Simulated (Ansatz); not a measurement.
## C: geometry relaxation

System: C (P6/mmm, 2 atoms in the cell).
Method: DFT PBE, scalar-relativistic, plane waves, PAW, PAW set soft_1, no spin polarisation (Ansatz 0.2.0).

The structure derives from a Materials Project entry.

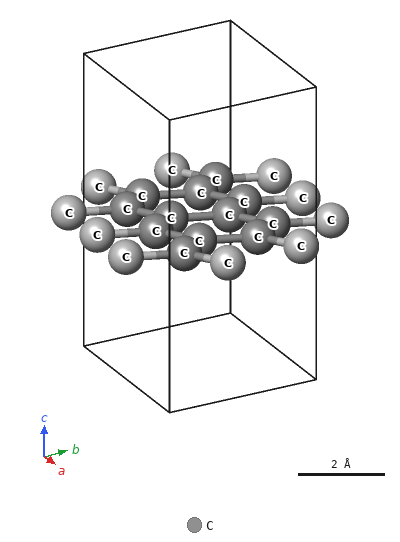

Fig. 1: The structure as given in the input (ball-and-stick view of the 3 × 2 repeat of the cell, with the vacuum cut short, seen slightly off an axis; neighbours outside the cell are drawn fainter). An atom can appear more than once, as a periodic image. Near neighbours in the periodic cell (some may lie outside the picture): C has 3 C at 1.42 Å.

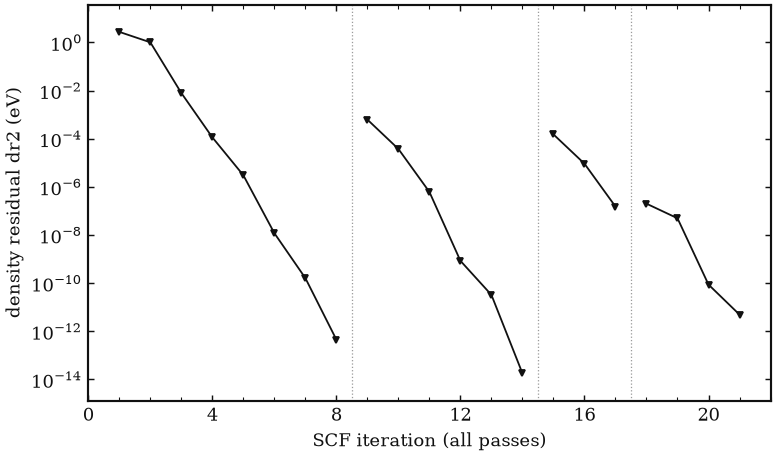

Fig. 2: Convergence of the self-consistent field: density residual dr2 against the SCF iteration. The dotted lines part the SCF passes of the relaxation: geometry steps, rejected trials and re-solves on a re-selected basis. The passes take 8, 6, 3 and 4 iterations.

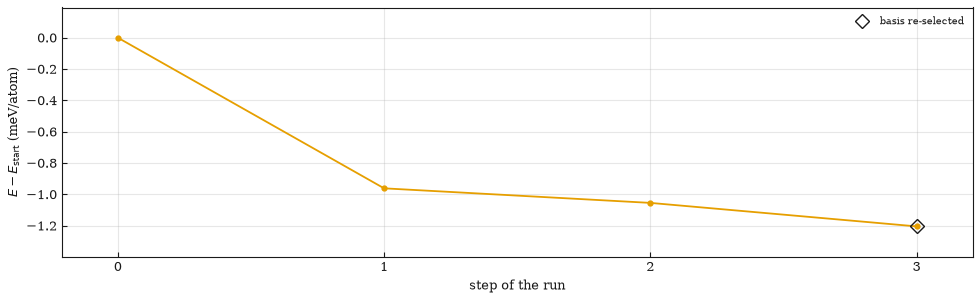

Fig. 3: Progress of the relaxation, step by step (the first geometry is step 0 here and step 1 in the log). The atoms keep their places relative to the cell (all moves are under 0.005 Å). Among the contacts that change: C1–C2 1.418 → 1.424 Å. The space group stays P6/mmm (No. 191). Over 2 geometry steps the energy falls by 1.1 meV per atom. All forces vanish by symmetry, so only the cell relaxes. A last SCF at the same geometry on a re-selected plane-wave basis shifts the energy by −0.2 meV per atom. (Atoms are counted from 1 in the order of the input.)

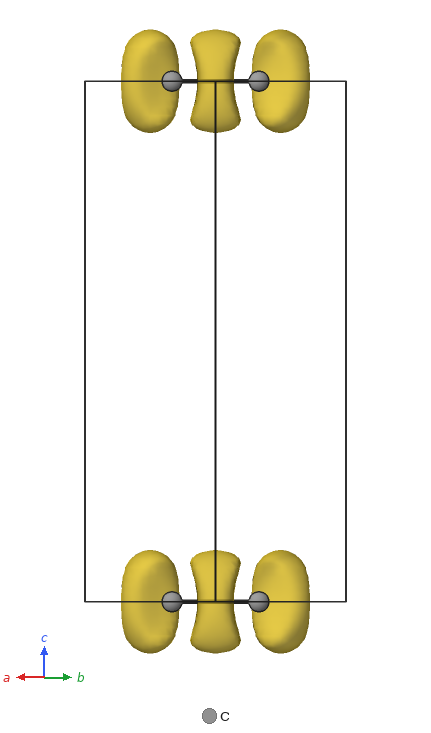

Fig. 4: Isosurface of the ELF at 0.7 (yellow), seen along [110]. Core shells and regions of very low density are left out. Sticks mark near contacts. The outline is the cell set on symmetry axes. The ELF exceeds this value in three regions between bonded C–C atoms (shared pairs), counted in one cell of 2 atoms. Along the contacts the grid gives the following. C–C (1.42 Å): the ELF peaks at about 0.95 between the atoms, as expected for localised, shared-pair bonding. The fields are those of the smooth PAW valence density.

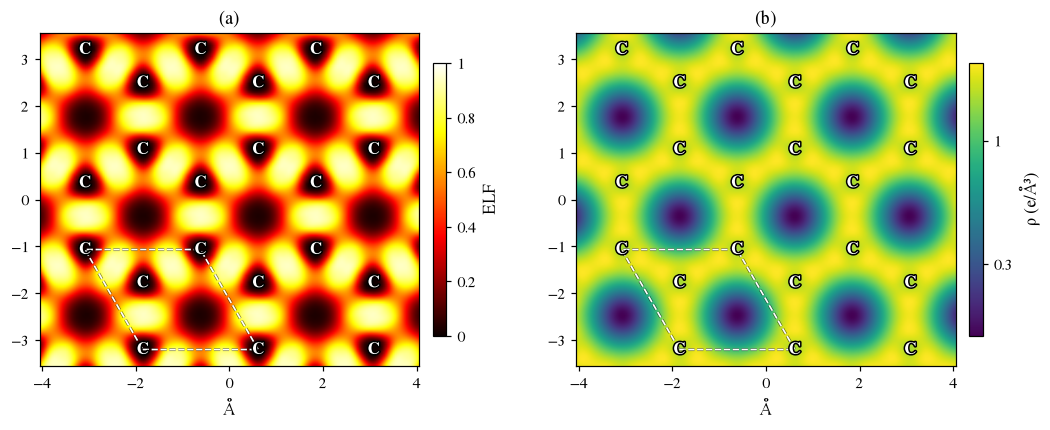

Fig. 5: (a) ELF; (b) valence charge density (pseudo) on the (001) plane of the conventional cell. C–C (1.42 Å): ρ at the midpoint is about 2 e/Å³, a local maximum along the line; the ELF peaks at about 0.95 between the atoms, as expected for localised, shared-pair bonding. Away from the nuclei the density in this plane falls to 0.15 e/Å³ at its lowest.

The input that produced these results follows, with the program's output.

## The input
```yaml
crystal:
  lattice:
    - [2.4561701622, 0.0, 0.0]
    - [-1.2280850811, 2.1271057565, 0.0]
    - [0.0, 0.0, 8.52380336]
  atoms:
    - { symbol: C, position: [0.33333333, 0.66666667, 0.0] }
    - { symbol: C, position: [0.66666667, 0.33333333, 0.0] }
basis:
  ecutwfc: 420
kpoints:
  mp_grid: { grid: [21, 21, 6] }
hamiltonian:
  xc: pbe
  pseudopotentials: { kind: paw, azcp: { folder: soft_1 } }
scf:
  occupations: { method: gaussian, width: 0.1 }
output:
  forces: true
  stress: true
  eigenvalues: true
  write_density: true
  write_potential: true
  elf: true
  volumetric_format: npy
relax:
  adjacent_minimum: "off"
  f_tol: 0.005
  max_steps: 80
  cell: { stress_tol: 0.05 }
```

Launched with:
```bash
ansatz run input.yaml --threads 4 --pin off --max-ram 12288MiB --backend cpu --events-out ev --progress --plain --runs-dir out
```

## The program's output
```
Engine: ansatz 0.2.0, aarch64-unknown-linux-gnu
Pseudopotentials: kind: paw
Pseudopotential: C, paw, valence charge 4, recommended cutoff 420 eV (normal), [file]
Functional definition: PBE
  parameter kappa = 0.804
  parameter beta = 0.06672455060314922
  exchange = pbe_x(kappa = kappa, mu = beta*pi^2/3)
  correlation = pbe_c(beta = beta)
Crystal: 2 atoms, lattice volume = 44.533 Å³
Basis set: ecut = 420 eV, 839 PW (Γ), exchange–correlation on 36×36×120 points (8 copies of the dense FFT grid, shifted against one another)
Bands: 8, of which v1, the nominal top of the filled ones, is band 4 counted from 1 (3 counted from 0)
Symmetry: 24 space group operations
Space group: P6/mmm (ITA 191), of the structure as read, at distance tolerance 3.5e-5 Å
k-points: 192 of 2646
Non-local potential: C, projectors of the file, l = 0: 2, l = 1: 2, l = 2: 1
PAW form: soft (Blöchl's): semilocal exchange-correlation on the pseudo side does not see the compensation charge
PAW one-centre angular grid: C, 110 points (default); XC on 64 Gauss nodes
Initial density: superposition of atomic densities (neutral atoms: chi_scale 0, normalization atom)
Initial wavefunctions: pseudopotential atomic-orbital guess
Functional: x = pbe(κ = 0.804, μ = 0.2195149727645171), c = pbe(β = 0.06672455060314922)
SCF iter   1: F=—  HF=-503.086323 eV  |F-HF|=—  |Δ(HF+E_count)|=         —  Δρ=8.19e-2  dr2=2.74e0  ethr=3.10e-3  ⟨swp⟩=6.1  Hψ=12357  notcnv=0
preconditioner: auto → none  [metal: Δε(μ)=0.000 eV  Ē_g=18.748 eV  σ=0.100 eV  W_gap=0.00  n_scr=4 (ndim 8)  ℏωp=15.7 eV  f_vac=0.523  D(μ)=0.10/eV (n_scr^D=0)  sad-step TF]
SCF iter   2: F=—  HF=-502.350249 eV  |F-HF|=—  |Δ(HF+E_count)|=   7.36e-1  Δρ=4.40e-2  dr2=1.01e0  ethr=3.10e-3  ⟨swp⟩=2.7  Hψ=4527  notcnv=0
SCF iter   3: F=—  HF=-501.883527 eV  |F-HF|=—  |Δ(HF+E_count)|=   4.67e-1  Δρ=5.05e-3  dr2=7.92e-3  ethr=3.10e-3  ⟨swp⟩=3.7  Hψ=4752  notcnv=0
SCF iter   4: F=—  HF=-501.882265 eV  |F-HF|=—  |Δ(HF+E_count)|=   1.26e-3  Δρ=6.97e-4  dr2=1.14e-4  ethr=9.90e-5  ⟨swp⟩=2.7  Hψ=3731  notcnv=0
SCF iter   5: F=—  HF=-501.882335 eV  |F-HF|=—  |Δ(HF+E_count)|=   6.91e-5  Δρ=8.51e-5  dr2=3.03e-6  ethr=1.43e-6  ⟨swp⟩=2.3  Hψ=2293  notcnv=0
SCF iter   6: F=—  HF=-501.882355 eV  |F-HF|=—  |Δ(HF+E_count)|=   2.04e-5  Δρ=7.52e-6  dr2=1.19e-8  ethr=1.25e-9  ⟨swp⟩=13.5  Hψ=14677  notcnv=0
iter 7 did not close the SCF: its close was put off until two iterations running show no level that it waits for move by more than its bar (scf_convergence_deferred on its scf_iter line)
SCF iter   7: F=-501.882355 eV  HF=-501.882355 eV  |F-HF|=6.23e-11  |Δ(HF+E_count)|=   1.08e-8  Δρ=7.02e-7  dr2=1.62e-10  ethr=1.49e-10  ⟨swp⟩=5.7  Hψ=7812  notcnv=0
SCF iter   8: F=-501.882355 eV  HF=-501.882355 eV  |F-HF|=1.02e-12  |Δ(HF+E_count)|=  2.34e-11  Δρ=5.13e-8  dr2=4.50e-13  ethr=2.02e-12  ⟨swp⟩=4.8  Hψ=7142  notcnv=0
SCF 1 converged in 8 iterations: F = -501.882355 eV  dr2 = 4.50e-13
  greatest PAW one-centre occupation: 0.675 electrons in one spin orbital (limit 2), on the C atom at site 1 (counted from 0), in its partial waves of l = 0
relax step   1: F+E_penalty+E_count = -501.88235495 eV  Δ(F+E_penalty+E_count) = +0.000e0 eV  max|allowed force component| = 3.146e-16 eV/Å  Δτ_max = 0.0000 Å  P = +1.384 GPa  Ω = 44.533 Å³  (8 SCF iters, accepted)
Crystal: 2 atoms, lattice volume = 44.777 Å³
Initial density: handed on by an earlier stage of this run
Initial wavefunctions: those handed on with the density
iter 1 solved again at ethr=7.60e-6 eV; its pass at ethr=3.10e-3 eV (dr2=6.08e-4 eV) is discarded
SCF iter   1: F=—  HF=-501.884528 eV  |F-HF|=—  |Δ(HF+E_count)|=         —  Δρ=1.11e-3  dr2=6.23e-4  ethr=7.60e-6  ⟨swp⟩=1.7  Hψ=14056  notcnv=0
preconditioner: auto → none  [metal: Δε(μ)=0.000 eV  Ē_g=16.664 eV  σ=0.100 eV  W_gap=0.00  n_scr=4 (ndim 8)  ℏωp=15.7 eV  f_vac=0.571  D(μ)=0.10/eV (n_scr^D=0)]
SCF iter   2: F=—  HF=-501.884268 eV  |F-HF|=—  |Δ(HF+E_count)|=   2.60e-4  Δρ=3.23e-4  dr2=3.75e-5  ethr=7.60e-6  ⟨swp⟩=2.9  Hψ=2334  notcnv=0
SCF iter   3: F=—  HF=-501.884278 eV  |F-HF|=—  |Δ(HF+E_count)|=   9.70e-6  Δρ=6.19e-5  dr2=6.14e-7  ethr=4.69e-7  ⟨swp⟩=2.5  Hψ=2278  notcnv=0
iter 4 did not close the SCF: its close was put off until two iterations running show no level that it waits for move by more than its bar (scf_convergence_deferred on its scf_iter line)
SCF iter   4: F=-501.884278 eV  HF=-501.884278 eV  |F-HF|=1.15e-9  |Δ(HF+E_count)|=   3.11e-7  Δρ=2.38e-6  dr2=8.46e-10  ethr=2.50e-9  ⟨swp⟩=11.0  Hψ=11984  notcnv=0
iter 5 did not close the SCF: its close was put off until two iterations running show no level that it waits for move by more than its bar (scf_convergence_deferred on its scf_iter line)
SCF iter   5: F=-501.884278 eV  HF=-501.884278 eV  |F-HF|=6.00e-11  |Δ(HF+E_count)|=   1.22e-9  Δρ=4.73e-7  dr2=3.24e-11  ethr=1.06e-11  ⟨swp⟩=5.1  Hψ=7360  notcnv=0
SCF iter   6: F=-501.884278 eV  HF=-501.884278 eV  |F-HF|=5.68e-13  |Δ(HF+E_count)|=  6.75e-11  Δρ=1.06e-8  dr2=1.79e-14  ethr=1.00e-12  ⟨swp⟩=4.3  Hψ=6669  notcnv=0
SCF 2 converged in 6 iterations: F = -501.884278 eV  dr2 = 1.79e-14
  greatest PAW one-centre occupation: 0.674 electrons in one spin orbital (limit 2), on the C atom at site 1 (counted from 0), in its partial waves of l = 0
relax step   2: F+E_penalty+E_count = -501.88427839 eV  Δ(F+E_penalty+E_count) = -1.923e-3 eV  max|allowed force component| = 1.480e-16 eV/Å  Δτ_max = 0.0000 Å  P = +0.464 GPa  Ω = 44.777 Å³  energy of the carried Pulay correction = -1.914e-4 eV  (6 SCF iters, dr2 threshold 2.00e-7 eV, accepted)
Crystal: 2 atoms, lattice volume = 44.895 Å³
iter 1 solved again at ethr=1.81e-6 eV; its pass at ethr=3.10e-3 eV (dr2=1.45e-4 eV) is discarded
SCF iter   1: F=—  HF=-501.884508 eV  |F-HF|=—  |Δ(HF+E_count)|=         —  Δρ=5.50e-4  dr2=1.51e-4  ethr=1.81e-6  ⟨swp⟩=1.9  Hψ=14010  notcnv=0
preconditioner: auto → none  [metal: Δε(μ)=0.000 eV  Ē_g=16.653 eV  σ=0.100 eV  W_gap=0.00  n_scr=4 (ndim 8)  ℏωp=15.7 eV  f_vac=0.570  D(μ)=0.10/eV (n_scr^D=0)]
SCF iter   2: F=—  HF=-501.884467 eV  |F-HF|=—  |Δ(HF+E_count)|=   4.12e-5  Δρ=1.62e-4  dr2=9.16e-6  ethr=1.81e-6  ⟨swp⟩=2.9  Hψ=2344  notcnv=0
SCF iter   3: F=-501.884464 eV  HF=-501.884464 eV  |F-HF|=6.90e-8  |Δ(HF+E_count)|=   2.82e-6  Δρ=3.07e-5  dr2=1.52e-7  ethr=2.50e-9  ⟨swp⟩=9.3  Hψ=12738  notcnv=0
SCF 3 converged in 3 iterations: F = -501.884464 eV  dr2 = 1.52e-7
  greatest PAW one-centre occupation: 0.673 electrons in one spin orbital (limit 2), on the C atom at site 1 (counted from 0), in its partial waves of l = 0
relax step   3: F+E_penalty+E_count = -501.88446428 eV  Δ(F+E_penalty+E_count) = -1.859e-4 eV  max|allowed force component| = 5.921e-16 eV/Å  Δτ_max = 0.0000 Å  P = +0.004 GPa  Ω = 44.895 Å³  energy of the carried Pulay correction = -2.819e-4 eV  (3 SCF iters, dr2 threshold 2.00e-7 eV, accepted)
Initial wavefunctions: pseudopotential atomic-orbital guess (no wavefunctions were taken with the density)
iter 1 solved again at ethr=6.36e-8 eV; its pass at ethr=3.10e-3 eV (dr2=5.08e-6 eV) is discarded
SCF iter   1: F=—  HF=-501.884737 eV  |F-HF|=—  |Δ(HF+E_count)|=         —  Δρ=4.14e-5  dr2=2.00e-7  ethr=6.36e-8  ⟨swp⟩=3.6  Hψ=16670  notcnv=0
preconditioner: auto → none  [metal: Δε(μ)=0.000 eV  Ē_g=16.671 eV  σ=0.100 eV  W_gap=0.00  n_scr=4 (ndim 8)  ℏωp=15.7 eV  f_vac=0.570  D(μ)=0.10/eV (n_scr^D=0)]
SCF iter   2: F=—  HF=-501.884762 eV  |F-HF|=—  |Δ(HF+E_count)|=   2.49e-5  Δρ=2.06e-5  dr2=4.95e-8  ethr=2.49e-9  ⟨swp⟩=1.6  Hψ=1774  notcnv=0
SCF iter   3: F=—  HF=-501.884764 eV  |F-HF|=—  |Δ(HF+E_count)|=   1.83e-6  Δρ=6.82e-7  dr2=8.70e-11  ethr=6.19e-10  ⟨swp⟩=2.5  Hψ=2260  notcnv=0
SCF iter   4: F=-501.884764 eV  HF=-501.884764 eV  |F-HF|=2.10e-10  |Δ(HF+E_count)|=   1.96e-9  Δρ=1.96e-7  dr2=4.92e-12  ethr=1.00e-12  ⟨swp⟩=10.1  Hψ=10204  notcnv=0
SCF 4 converged in 4 iterations: F = -501.884764 eV  dr2 = 4.92e-12
relax step   4: F+E_penalty+E_count = -501.88476385 eV  Δ(F+E_penalty+E_count) = -2.996e-4 eV  max|allowed force component| = 5.736e-16 eV/Å  Δτ_max = 0.0000 Å  P = +0.016 GPa  Ω = 44.895 Å³  stress off target by 2.42e-2 GPa  SCF on the basis re-selected at this cell (its energy is not comparable with the rows above)  (4 SCF iters)
basis re-selected at this cell: Δ(F+E_penalty+E_count) = -2.996e-4 eV, ΔP = +0.012 GPa vs the last step (what re-selecting the basis moved, of the pressure what is left beyond the Pulay correction that the steps carried, after the strain that the cell walked since its last selection, with what the two solves' SCF thresholds leave and, on support functions, any second-order correction that the steps lacked; it is no measure of the basis error at this ecutwfc). This SCF's stress stands 2.42e-2 GPa from its target on what of the cell is left free (relax.cell.stress_tol is 5.00e-2 GPa) and its largest allowed force component is 5.74e-16 eV/Å (relax.f_tol is 5.00e-3 eV/Å): within both
WARN: The output density's exchange-correlation potential varies sharply where the density is thin. Do not read a vacuum level from v_tot or v_xc, or from such a field of the output density. On a cell that repeats whose density bears no net charge and no dipole along the vacuum's axis use v_es (v_loc + v_h of the components); under efield.dipole_correction with no amplitude use v_es + v_field, which holds any external_charges[].barrier, or the levels of the report's work_function block, which leave it out; under a non-zero efield.amplitude the vacuum is tilted and has no level; on a cell that repeats and bears such a dipole with no correction it is tilted too, and efield.dipole_correction with no amplitude gives each side of its ramp a level where efield: is served; in a cell that repeats whose density bears a net charge (total_charge, or a fill off its count) it is curved and has none; of a slab under crystal.periodic whose density bears no net charge use v_es, which has a level on each side, short of where the two are joined; of another it falls or rises all the way out and has none; of a slab beside external_charges read slab_vacuum_level instead, which it has where they leave it neutral. The grid or the basis barely resolves most such structure, and the values can differ between equally converged runs; as a rule a tighter scf.convergence.dr2_threshold does not remove it. Where the density itself ripples (under the LDA too) a higher basis.ecutwfc lessens it. The files hold the spikes' plane waves up to the density's cutoff. Files: v_tot_of_output_density and the like, and their columns of v_z.tsv (output.write_potential); v_xc_of_output_density and the like, and their columns of v_comp_z.tsv (output.write_potential_components). Measured: with its Gaussian average of σ = 0.25 Å subtracted twice, the exchange-correlation potential is over 0.1 eV at 376 of the grid points where the equally averaged density (valence and model cores) is under 1e-3 e/Å³, and 0.640 eV at the most among them, at an averaged density of 5.1e-6 e/Å³. The input density's (outcome.potential() and, of a run that writes arrays, v_tot and v_xc) is over 0.1 eV, so measured, at 380 points of its own thin density, 0.679 eV at the most. See output.write_potential in the manual, Limitations
SCF converged after 4 iterations
Free energy (F): -501.884764 eV
Harris-Foulkes:  -501.884764 eV  (|F-HF|=2.10e-10)
Internal energy: -501.884252 eV  (E = F + TS)
E sigma→0 (E₀):  -501.884508 eV
Entropy (-TS):   -0.000512 eV (-0.256 meV/atom)
Fermi energy:    0.191749 eV
--- Per-component energies (eV) ---
  E_band       = -71.658966
  E_kinetic    = 176.861414
  E_local      = -1184.923838  (includes V_loc(G=0)·N_el)
  E_nonlocal   = 46.854665
  E_hartree    = 510.383053
  E_xc         = -93.842725
  E_vxc        = -115.545389  (∫ρ·V_xc dr)
  E_paw        = -200.187954  (= ΣΔE_a)
  E_vpaw       = -15.671974  (= ΣTr[D̂ρ^β])
  E_aug_tail   = 0.000033  (compensation charges beyond the density's cutoff)
  E_ewald      = 242.971100
  E_smearing   = -0.000512  (= −TS)
  E_closure    = 0.000000  (closes the sum)
  Σ components = -501.884764   (vs F -501.884764, Δ=0.00e0)
--- Forces (eV/Å), atoms counted from 1 ---
  atom   1  C      0.00000000    -0.00000000     0.00000000
  atom   2  C      0.00000000     0.00000000     0.00000000
  max |Σ_I F_I| component: 4.44e-16 eV/Å
--- Stress (GPa, compression-positive) ---
        0.024223      -0.000000      -0.000000
       -0.000000       0.024223       0.000000
       -0.000000       0.000000      -0.000385
  P = ⅓ Tr σ = 0.0160 GPa (0.160 kbar)
--- Band table (eV; the first three rows and the last of 192) ---
  k-point 0: bands = ["-19.3315", "-7.4282", "-2.8528", "-2.8528", "3.1788", "5.4966", "7.1915", "8.5168"]
  k-point 1: bands = ["-19.3315", "-7.4283", "-2.8528", "-2.8528", "3.2655", "5.1208", "7.6798", "8.5168"]
  k-point 2: bands = ["-19.3315", "-7.4285", "-2.8528", "-2.8528", "3.5224", "4.4965", "8.5168", "8.5168"]
  k-point 191: bands = ["-12.4148", "-12.4148", "-10.3755", "0.1917", "0.1917", "10.7899", "13.1376", "13.1376"]
--- Relaxed structure (3 steps of the walk, 3 accepted, 1 SCFs on fresh bases) ---
  F+E_penalty+E_count = -501.88476385 eV   max|allowed force component| = 5.736e-16 eV/Å   (the final SCF, on the basis selected at the relaxed cell)
  cell:  # Å, volume = 44.8947 Å³
    - [2.466345531898727, 0.0, 0.0]
    - [-1.2331727659493634, 2.135917885134541, 0.0]
    - [0.0, 0.0, 8.522296420513943]
  atoms:
    - { symbol: C, position: [0.33333333333333337, 0.6666666666666667, 0.0] }
    - { symbol: C, position: [0.6666666666666666, 0.33333333333333337, 0.0] }
```

## Trajectory as extended XYZ (Å, eV, eV/Å), 4 frames, from step=1 to step=4
```
2
Lattice="2.4562 0.0000 0.0000 -1.2281 2.1271 0.0000 0.0000 0.0000 8.5238" Properties=species:S:1:pos:R:3:forces:R:3 step=1 energy=-501.88236 pressure_GPa=1.38
C     0.0000    1.4181    0.0000    0.0000   0.0000   0.0000
C     1.2281    0.7090    0.0000    0.0000   0.0000   0.0000
2
Lattice="2.4629 0.0000 0.0000 -1.2315 2.1329 0.0000 0.0000 0.0000 8.5237" Properties=species:S:1:pos:R:3:forces:R:3 step=2 energy=-501.88428 pressure_GPa=0.46
C     0.0000    1.4220    0.0000    0.0000   0.0000   0.0000
C     1.2315    0.7110    0.0000    0.0000   0.0000   0.0000
2
Lattice="2.4663 0.0000 0.0000 -1.2332 2.1359 0.0000 0.0000 0.0000 8.5223" Properties=species:S:1:pos:R:3:forces:R:3 step=3 energy=-501.88446 pressure_GPa=0.00
C     0.0000    1.4239    0.0000    0.0000   0.0000   0.0000
C     1.2332    0.7120    0.0000    0.0000   0.0000   0.0000
2
Lattice="2.4663 0.0000 0.0000 -1.2332 2.1359 0.0000 0.0000 0.0000 8.5223" Properties=species:S:1:pos:R:3:forces:R:3 step=4 energy=-501.88476 pressure_GPa=0.02
C     0.0000    1.4239    0.0000    0.0000   0.0000   0.0000
C     1.2332    0.7120    0.0000    0.0000   0.0000   0.0000
```

## Summary

| quantity | value |
| --- | --- |
| outcome | converged |
| space group (tolerance 0.01 Å) | P6/mmm (191) |
| electrons treated | 8 |
| free energy | −501.8848 eV |
| Fermi energy | 0.192 eV |
| gap on the k-point mesh | none (metallic) |
| pressure | 0.02 GPa |
| final volume | 44.89 Å³ |
| largest force (length of the vector) at the end | under 0.001 eV/Å |
| final cell | a = 2.466 Å, b = 2.466 Å, c = 8.522 Å, α = 90.00°, β = 90.00°, γ = 120.00° |
| hardware | 4 threads of Arm Neoverse V2, 24 GiB of memory available, shared host |
| wall time | 4.7 s (CPU time 17 s) |
| peak memory | 0.37 GiB |

## Notes

The program warns: the exchange-correlation potential is rough where the density is thin.
